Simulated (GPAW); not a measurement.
# zinc-blende (ZnSe)₁₋ₓ(BeSe)ₓ at x = 0.75: the Se K absorption edge, part 2 of 3

Aim: the Se K edge in zinc-blende (ZnSe)₁₋ₓ(BeSe)ₓ at x = 0.75, one member of a composition series.

GPAW 26.7.0; X-ray absorption from dipole matrix elements to empty bands, plane-wave PAW PBE.

So far. Step 3 (The field without a hole): The mesh shows a gap of 2.42 eV. The excited electron is kept all the same, so that all members of the series, with or without a gap, are treated alike.

### Step 5. Spectrum with XCH, Se atom 2

The holes are 7.5 Å apart. In GPAW the data set carries the hole's charge, so charge=0 means a charged cell and charge=-1 a neutral one. The excited electron is kept in the cell, where it fills the lowest empty states and screens the hole. After the field has converged, empty bands are computed with the density fixed and the dipole matrix elements are summed.

The absorber has 3 Be at 2.24 Å and 1 Zn at 2.39 Å (distorted tetrahedral).

Input file xas.py:

```python
import numpy as np
from ase import Atoms
from ase.parallel import parprint, paropen
from gpaw import GPAW, PW, FermiDirac, Mixer, MixerDif, setup_paths
from gpaw.test import gen
setup_paths.insert(0, '.')
gen('Se', name='fch1s', xcname='PBE', corehole=(1, 0, 1), write_xml=True)
from gpaw.mpi import world
world.barrier()

atoms = Atoms('BeSeBeSeBeSeBeSeZnSeBeSeZnSeBeSe',
    cell=[[0, 5.27125, 5.27125],
     [5.27125, 0, 5.27125],
     [5.27125, 5.27125, 0]],
    scaled_positions=[[0.9998038, 0.0011997, 0.9998434],
     [0.1056205, 0.1316024, 0.1314343],
     [0.9989108, 0.9990953, 0.5000315],
     [0.1239515, 0.125056, 0.6246636],
     [0.9999269, 0.5000218, 0.9996312],
     [0.1037898, 0.6328271, 0.1312023],
     [0.999905, 0.499986, 0.4995875],
     [0.1255408, 0.6243676, 0.6244698],
     [0.4986288, 0.0014295, 0.0000413],
     [0.6386609, 0.1125613, 0.139735],
     [0.4991494, 0.0007874, 0.5009497],
     [0.6306679, 0.1314842, 0.6068349],
     [0.4962987, 0.5032289, 0.9982361],
     [0.638873, 0.6106517, 0.1391295],
     [0.501235, 0.4998112, 0.500116],
     [0.6312656, 0.6325583, 0.6053882]],
    pbc=True)
atoms.calc = calc = GPAW(legacy_gpaw=True, mode=PW(400, force_complex_dtype=True), xc='PBE', setups={1: 'fch1s'},
    kpts={'size': (3, 3, 3), 'gamma': True}, occupations=FermiDirac(0.04),
    charge=-1, mixer=Mixer(0.1, 5, 50), maxiter=150,
    convergence={'density': 0.0001, 'eigenstates': 1e-6}, txt='scf.txt')
energy = atoms.get_potential_energy() + calc.get_reference_energy()
ef = calc.get_fermi_level()
out = dict(energy=energy, fermi=ef, forces=atoms.get_forces().tolist())
parprint(f'all-electron energy {energy:.4f} eV, Fermi level {ef:.4f} eV')
ev = np.array([[calc.get_eigenvalues(k, s) for k in range(len(calc.get_ibz_k_points()))] for s in range(calc.get_number_of_spins())])
out['homo'], out['lumo'], out['counts'] = ev[ev < ef].max(), ev[ev > ef].min(), sorted(set((ev < ef).sum((0, 2)).tolist()))
out['filled'] = (ev[:, 0] < ef).sum(1).tolist()

from ase.units import Ha
from gpaw.xas import dipole_matrix_elements
nb = int(calc.get_number_of_electrons() / 2) + 151
top, nb = nb, nb + 8 + nb // 12
nscf = calc.fixed_density(kpts={'size': (4, 4, 4), 'gamma': True}, nbands=nb,
    convergence={'bands': top, 'eigenstates': 5e-3}, maxiter=60, txt='nscf.txt')
cell = atoms.cell.array
ops = [cell.T @ U.T @ np.linalg.inv(cell.T) for U in nscf.wfs.kd.symmetry.op_scc]
filled = [42]  # bands filled in the ground state, by spin
E = np.arange(-6, 30, 0.1)
fwhm = np.interp(E, [4, 25], [2.33, 3.5])
Y, X, zero, highest = 0, 0, 1e9, 1e9
for spin in range(nscf.get_number_of_spins()):
    wfs = nscf.wfs
    mine = wfs.bd.get_slice()  # this rank's bands
    A = dipole_matrix_elements(wfs.setups[1])
    eps = np.zeros((wfs.kd.nibzkpts, nb))
    d = np.zeros((3, A.shape[1], wfs.kd.nibzkpts, nb), complex)
    for kpt in wfs.kpt_u:
        if kpt.s == spin and 1 in kpt.P_ani:
            eps[kpt.k, mine] = kpt.eps_n * Ha
            d[:, :, kpt.k, mine] = (kpt.weight * wfs.nspins / 2) ** 0.5 * np.inner(A, kpt.P_ani[1])
    world.sum(eps)
    world.sum(d)
    T = np.einsum('amkn,bmkn->abkn', d, d.conj()).real
    T = sum(np.einsum('ai,ijkn,bj->abkn', R, T, R) for R in ops) / len(ops)
    empty = np.ones_like(eps, bool) & (np.arange(nb) >= filled[spin])
    zero, highest = min(zero, eps[empty].min()), min(highest, eps[:, top - 1].min())
    lines = [(eps, T, empty)] if spin == 0 else lines + [(eps, T, empty)]
for eps, T, empty in lines:
    f = np.einsum('aakn->akn', T).reshape(3, -1)
    x = eps.ravel() - zero
    w = np.interp(x, E, fwhm) / 2.35482
    g = np.exp(-0.5 * ((E[:, None] - x) / w) ** 2) / (w * (2 * np.pi) ** 0.5)
    Y = Y + (f * empty.ravel()) @ g.T
    X = X + (f * ~empty.ravel()) @ g.T
out.update(E=E.round(2).tolist(), xas=Y.tolist(), xes=X.tolist(), zero=zero, valid=highest - zero, nk=len(eps), nb=nb)
for i in range(0, len(E), 10):
    parprint(f'{E[i]:7.2f}', *(f'{v:10.3e}' for v in Y[:, i]))
import json
with paropen('out.json', 'w') as f:
    json.dump(out, f)
```

Command:

```
> OMP_NUM_THREADS=1 mpirun -n 4 gpaw python xas.py
```

Numbers of over 12 decimals in the logs are rounded to 6 here.

Log:

```text
Input parameters:
  charge: -1
  convergence: {density: 0.0001,
                eigenstates: 1e-06}
  kpts: {gamma: True,
         size: (3, 3, 3)}
  maxiter: 150
  mixer: {backend: pulay,
          beta: 0.1,
          method: separate,
          nmaxold: 5,
          weight: 50}
  mode: {ecut: 400.0,
         force_complex_dtype: True,
         name: pw}
  occupations: {fixmagmom: False,
                name: fermi-dirac,
                width: 0.04}
  setups: {1: fch1s}
  xc: PBE

Initialize ...

[... PAW data sets ...]

Reference energy: -616236.713282  # eV

Spin-paired calculation

[... convergence settings ...]
Symmetries present (total): 1
  [... symmetry matrices ...]

27 k-points: 3 x 3 x 3 Monkhorst-Pack grid
14 k-points in the irreducible part of the Brillouin zone
       k-points in crystal coordinates                weights
   0:     0.00000000    0.00000000    0.00000000          1/27
   1:     0.00000000    0.00000000    0.33333333          2/27
   2:     0.00000000    0.33333333   -0.33333333          2/27
   3:     0.00000000    0.33333333    0.00000000          2/27
   4:     0.00000000    0.33333333    0.33333333          2/27
   5:     0.33333333   -0.33333333   -0.33333333          2/27
   6:     0.33333333   -0.33333333    0.00000000          2/27
   7:     0.33333333   -0.33333333    0.33333333          2/27
   8:     0.33333333    0.00000000   -0.33333333          2/27
   9:     0.33333333    0.00000000    0.00000000          2/27
          ...
  13:     0.33333333    0.33333333    0.33333333          2/27

Wave functions: Plane wave expansion
  Cutoff energy: 400.000 eV
  Number of coefficients (min, max): 5209, 5365
  Pulay-stress correction: 0.000000 eV/Ang^3 (de/decut=0.000000)
  Using FFTW library
  Wavefunction extrapolation:
    Improved wavefunction reuse through dual PAW basis

Occupation numbers: Fermi-Dirac:
  width: 0.0400  # eV

Eigensolver
   Davidson(niter=2)

Densities:
  Coarse grid: 35*35*35 grid
  Fine grid: 70*70*70 grid
  Total Charge: 0.000000

Density mixing:
  Method: separate
  Backend: pulay
  Linear mixing parameter: 0.1
  old densities: 5
  Width of damping distribution: 1.1
  Damping of long wavelength oscillations: 50

[... Hamiltonian set-up ...]
Number of atoms: 16
Number of atomic orbitals: 74
Number of bands in calculation: 55
Number of valence electrons: 85
Bands to converge: occupied

... initialized

Initializing position-dependent things.

Density initialized from atomic densities
Creating initial wave functions:
  55 bands from LCAO basis set

                              Be

                                Be
                        Be

                          Be
                          Se
                  Se          Zn
                      Be
                    Se
            Se           Se
                Be
                 Se
        Zn
                  Se
          Se

Atomic positions and initial magnetic moments

Positions:
   0 Be     5.276748   10.540640    5.276540    ( 0.0000,  0.0000,  0.0000)
   1 Se     1.386532    1.249575    1.250461    ( 0.0000,  0.0000,  0.0000)
   2 Be     7.902272    7.901300   10.531990    ( 0.0000,  0.0000,  0.0000)
   3 Se     3.951959    3.946137    1.312581    ( 0.0000,  0.0000,  0.0000)
   4 Be     7.905046   10.540171    7.906605    ( 0.0000,  0.0000,  0.0000)
   5 Se     4.027390    1.238702    3.882892    ( 0.0000,  0.0000,  0.0000)
   6 Be     5.269002    7.904200    7.906300    ( 0.0000,  0.0000,  0.0000)
[...]
13 Se     3.952284    4.101046    6.586557    ( 0.0000,  0.0000,  0.0000)
  14 Be     5.270866    5.278371    5.276765    ( 0.0000,  0.0000,  0.0000)
  15 Se     6.525525    6.518711    6.661932    ( 0.0000,  0.0000,  0.0000)

Unit cell:
           periodic     x           y           z      points  spacing
  1. axis:    yes    0.000000    5.271250    5.271250    35     0.1739
  2. axis:    yes    5.271250    0.000000    5.271250    35     0.1739
  3. axis:    yes    5.271250    5.271250    0.000000    35     0.1739

  Lengths:   7.454673   7.454673   7.454673
  Angles:   60.000000  60.000000  60.000000

Effective grid spacing dv^(1/3) = 0.1898

iter:   1   -74.077659
iter:   2   -73.338482   -0.89  -1.09
iter:   3   -72.076553   -1.08  -1.14
iter:   4   -72.064370   -1.86  -1.37
iter:   5   -72.082685c  -2.18  -1.48
iter:   6   -72.054609c  -2.62  -1.98
iter:   7   -72.040392c  -3.11  -2.11
iter:   8   -72.039247c  -4.06  -2.49
iter:   9   -72.038010c  -3.86  -2.56
iter:  10   -72.037442c  -4.71  -3.01
iter:  11   -72.037402c  -5.69  -3.26
iter:  12   -72.037355c  -5.11  -3.35
iter:  13   -72.037392c  -5.90  -3.71
iter:  14   -72.037343c  -6.09c -3.85
iter:  15   -72.037351c  -7.17c -4.01c

Converged after 15 iterations.

Dipole moment: (-29.530100, -32.583710, -36.018318) |e|*Ang

Energy contributions relative to reference atoms: (reference = -616236.713282)

Kinetic:       +127.207876
Potential:     -115.227132
External:        +0.000000
XC:             -83.072568
Entropy (-ST):   -0.024875
Local:           -0.933089
SIC:             +0.000000
--------------------------
Free energy:    -72.049789
Extrapolated:   -72.037351

Showing only first 2 kpts
 Kpt  Band  Eigenvalues  Occupancy
  0    40      4.75986    2.00000
  0    41      4.88337    2.00000
  0    42      6.96462    2.00000
  0    43      7.24015    1.99999

  1    40      4.33799    2.00000
  1    41      4.59648    2.00000
  1    42      7.67189    1.75338
[...]
Fermi level: 7.75035

No gap
No difference between direct/indirect transitions

Forces in eV/Ang:
  0 Be   -0.73759   -0.66032   -0.72578
  1 Se    0.30322   -0.25435   -0.29856
  2 Be    0.72297    0.69651   -0.70245
  3 Se   -0.00021   -0.01788    0.04361
  4 Be    0.70666   -0.65617    0.73920
  5 Se    0.02145    0.04308   -0.02418
  6 Be    0.02108   -0.03031   -0.01491
[...]
13 Se   -0.12418    0.14601   -0.03252
 14 Be    0.03032    0.04144   -0.01486
 15 Se   -0.03542    0.00515    0.01459
Scalar-relativistic atomic PBE calculation for Se (Selenium, Z=34)
Core hole in 1s state (1s occupation: 1.0)
600 radial gridpoints.
|------------------------------------------------|
|------------------------------------------------|
[... the atom generator's iteration count ...]

Energy contributions:
-------------------------
Kinetic:    +1995.332652
XC:           -77.338929
Potential:  -3880.415820
-------------------------
Total:      -1962.422097

state      eigenvalue         ekin         rmax
-----------------------------------------------
1s^1.0 :  -474.645999   596.265971        0.029
2s^2.0 :   -62.888667   119.745014        0.161
2p^6.0 :   -56.461753   117.818727        0.128
3s^2.0 :    -8.979962    28.652734        0.489
3p^6.0 :    -6.776424    26.375695        0.482
3d^10.0:    -2.889029    21.572423        0.430
4s^2.0 :    -1.099374     4.413458        1.422
4p^4.0 :    -0.643622     3.138376        1.627
-----------------------------------------------
(units: Bohr and Hartree)

Generating PAW setup
Kinetic energy of the core from tauc = 1996.400626
Cutoffs:
rc(s)=1.600
rc(p)=1.900
rc(d)=1.600
rc(vbar)=1.440
rc(comp)=1.600
rc(nct)=1.900

Kinetic energy of the core states: 1973.952231
Charge: 1.0
Core electrons: 27.0
Valence electrons: 6.0
Pseudo-core charge: 0.683671
Shape function alpha=3.906
Pseudo-electron charge 7.110734
state    eigenvalue         norm
--------------------------------
4s(2) :    -1.099374     1.141074
*s    :    -0.099374
4p(4) :    -0.643622     1.036229
*p    :     0.356378
*d    :     0.000000
--------------------------------

Diagonalizing with gridspacing h=0.050

state   all-electron     PAW
-------------------------------
4s:      -1.099374    -1.100023
4p:      -0.643622    -0.644201
*d:                   -0.133486
*f:                   -0.018142
-------------------------------
all-electron energy -616308.7506 eV, Fermi level 7.7503 eV
[...]
27.00  7.340e-08  7.441e-08  7.346e-08
  28.00  7.583e-08  7.729e-08  7.589e-08
  29.00  7.841e-08  7.977e-08  7.842e-08
```

Elapsed: 3.5 min, on 4 MPI ranks of Arm Neoverse V2, shared host; peak memory 0.6 GiB; 14 min of CPU time.

The Se K spectrum, Se atom 2, excited-electron core hole (neutral cell) (energy from the bottom of the conduction band, which holds the excited electron; intensity scaled to a mean of 1 over the first 20 eV):

| E (eV) | isotropic | ε ∥ x | ε ∥ y |
| --- | --- | --- | --- |
| -2.0 | 0.00 | 0.00 | 0.00 |
| -0.5 | 0.08 | 0.08 | 0.08 |
| 1.0 | 0.60 | 0.60 | 0.59 |
| 2.5 | 1.30 | 1.29 | 1.30 |
| 4.0 | 1.62 | 1.61 | 1.62 |
| 5.5 | 1.41 | 1.39 | 1.43 |
| 7.0 | 1.36 | 1.35 | 1.37 |
| 8.5 | 1.16 | 1.17 | 1.14 |
| 10.0 | 0.98 | 1.00 | 0.96 |
| 11.5 | 0.86 | 0.86 | 0.87 |
| 13.0 | 0.82 | 0.81 | 0.83 |
| 14.5 | 0.76 | 0.75 | 0.76 |
| 16.0 | 0.73 | 0.73 | 0.73 |
| 17.5 | 0.75 | 0.76 | 0.75 |
| 19.0 | 0.78 | 0.78 | 0.78 |
| 20.5 | 0.76 | 0.76 | 0.75 |
| 22.0 | 0.75 | 0.76 | 0.74 |
| 23.5 | 0.78 | 0.78 | 0.78 |
| 25.0 | 0.78 | 0.78 | 0.79 |
| 26.5 | 0.77 | 0.77 | 0.78 |

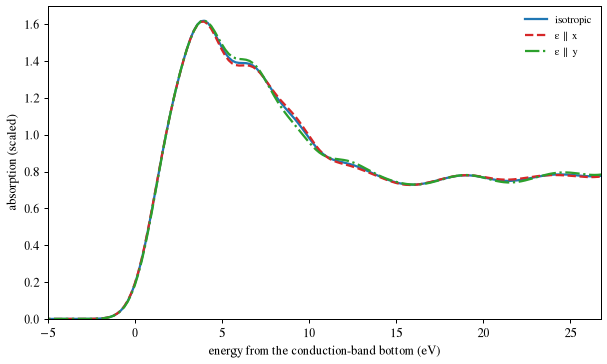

The Se K edge, Se atom 2, excited-electron core hole (neutral cell): main maxima at 4.0 eV.

Main maxima below 26 eV (height): 4.0 eV (1.62). A K edge sees empty p states on the absorber.

The energy difference (zero at 12695 eV) isn't read as a photon energy: for so heavy an absorber the terms left out (the hole's spin, the functional's error) amount to tens of eV or more.

### Step 6. Reference energy of the cell

The absorbing element, whose data set is made anew, changes for the next run, so it gets a reference energy of its own.

Input file scf.py:

```python
import numpy as np
from ase import Atoms
from ase.parallel import parprint, paropen
from gpaw import GPAW, PW, FermiDirac, Mixer, MixerDif, setup_paths
from gpaw.test import gen
setup_paths.insert(0, '.')
gen('Zn', name='nch1s', xcname='PBE', corehole=(1, 0, 0), write_xml=True)
from gpaw.mpi import world
world.barrier()

atoms = Atoms('BeSeBeSeBeSeBeSeZnSeBeSeZnSeBeSe',
    cell=[[0, 5.27125, 5.27125],
     [5.27125, 0, 5.27125],
     [5.27125, 5.27125, 0]],
    scaled_positions=[[0.9998038, 0.0011997, 0.9998434],
     [0.1056205, 0.1316024, 0.1314343],
     [0.9989108, 0.9990953, 0.5000315],
     [0.1239515, 0.125056, 0.6246636],
     [0.9999269, 0.5000218, 0.9996312],
     [0.1037898, 0.6328271, 0.1312023],
     [0.999905, 0.499986, 0.4995875],
     [0.1255408, 0.6243676, 0.6244698],
     [0.4986288, 0.0014295, 0.0000413],
     [0.6386609, 0.1125613, 0.139735],
     [0.4991494, 0.0007874, 0.5009497],
     [0.6306679, 0.1314842, 0.6068349],
     [0.4962987, 0.5032289, 0.9982361],
     [0.638873, 0.6106517, 0.1391295],
     [0.501235, 0.4998112, 0.500116],
     [0.6312656, 0.6325583, 0.6053882]],
    pbc=True)
atoms.calc = calc = GPAW(legacy_gpaw=True, mode=PW(400, force_complex_dtype=True), xc='PBE', setups={12: 'nch1s'},
    kpts={'size': (3, 3, 3), 'gamma': True}, occupations=FermiDirac(0.02),
    charge=0, mixer=Mixer(0.1, 5, 50), maxiter=150,
    convergence={'density': 0.0001, 'eigenstates': 1e-6}, txt='scf.txt')
energy = atoms.get_potential_energy() + calc.get_reference_energy()
ef = calc.get_fermi_level()
out = dict(energy=energy, fermi=ef, forces=atoms.get_forces().tolist())
parprint(f'all-electron energy {energy:.4f} eV, Fermi level {ef:.4f} eV')
ev = np.array([[calc.get_eigenvalues(k, s) for k in range(len(calc.get_ibz_k_points()))] for s in range(calc.get_number_of_spins())])
out['homo'], out['lumo'], out['counts'] = ev[ev < ef].max(), ev[ev > ef].min(), sorted(set((ev < ef).sum((0, 2)).tolist()))
out['filled'] = (ev[:, 0] < ef).sum(1).tolist()
import json
with paropen('out.json', 'w') as f:
    json.dump(out, f)
```

Command:

```
> OMP_NUM_THREADS=1 mpirun -n 4 gpaw python scf.py
```

Log:

```text
Input parameters:
  convergence: {density: 0.0001,
                eigenstates: 1e-06}
  kpts: {gamma: True,
         size: (3, 3, 3)}
  maxiter: 150
  mixer: {backend: pulay,
          beta: 0.1,
          method: separate,
          nmaxold: 5,
          weight: 50}
  mode: {ecut: 400.0,
         force_complex_dtype: True,
         name: pw}
  occupations: {fixmagmom: False,
                name: fermi-dirac,
[...]
*s    :     0.780349
4p(0) :    -0.041035     1.007410
*p    :     0.958965
3d(10):    -0.372700     0.153765
*d    :     0.627300
--------------------------------

Diagonalizing with gridspacing h=0.050

state   all-electron     PAW
-------------------------------
4s:      -0.219651    -0.219820
4p:      -0.041035    -0.041071
3d:      -0.372700    -0.373322
*f:                    0.071886
-------------------------------
all-electron energy -629004.1665 eV, Fermi level 5.9024 eV
[key lines of the parts left out:]
Converged after 17 iterations.
Dipole moment: (-28.613795, -31.472250, -34.897769) |e|*Ang
Free energy:    -64.145591
Fermi level: 5.90243
```

The job ended after 39 s (4 MPI ranks; peak memory 0.3 GiB).

Reference energy: -629004.167 eV with the cores included.

(Continued in part 3 of 3.)

[Banner, clock and machine lines of the logs are left out without a mark of their own.]

[Logs are printed without paths, hosts, clocks, repeated set-up lines and the standing remarks that a program may print on its own settings, such as how far it seeks lower states.]

[Hosts, paths, dates, database ids (printed as entryN), source tags and the programs' standing remarks are cut or masked in the printed files.]

[Lists of maxima count a maximum above −3 eV only where it reaches 4 % of the highest in the window and stands out from its surroundings by 2 % of it (1.5 % where it reaches 55 %); shoulders and weaker maxima are passed over, and of the rest the first, up to two pre-edge ones and the few strongest are named.]
